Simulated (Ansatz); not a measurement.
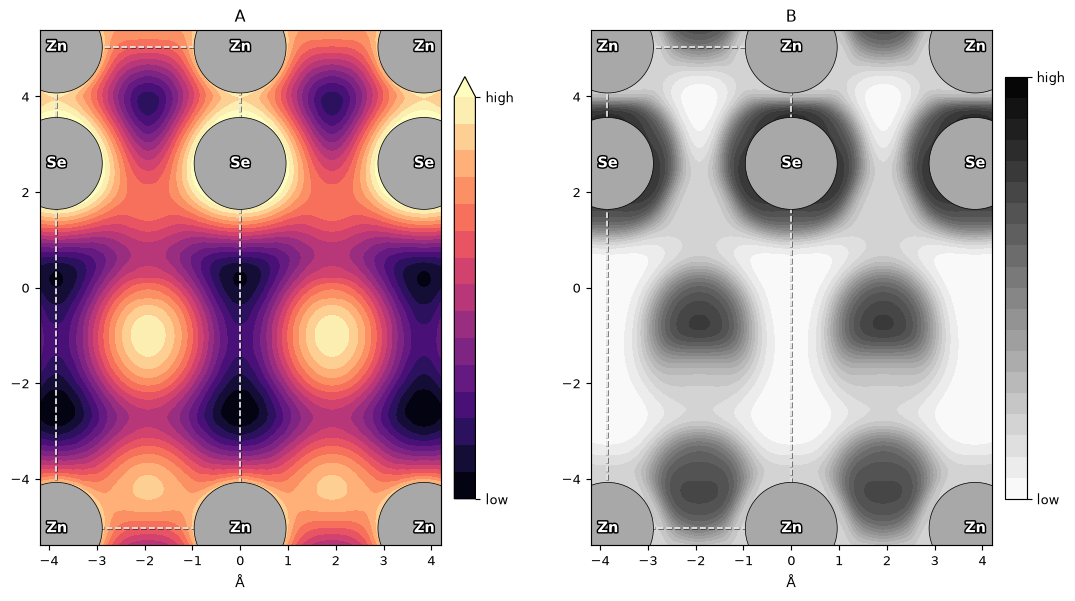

ZnSe: 2 fields on the (010) plane of the conventional cell, with unlabelled colour scales. Grey discs cover the atomic cores.

Space group R3m; started from the zincblende prototype, which need not be the ambient phase; changed on purpose from its base cell (epitaxial 111 strain -4.0%); computed pressure about 6 GPa in this cell.

Computed with DFT, PBE, plane waves, PAW (Ansatz 0.2.0).

Question: Which field does each panel show? The fields are: electron localisation function and valence pseudo-density.

Answer: Panel A: valence pseudo-density. Panel B: electron localisation function.
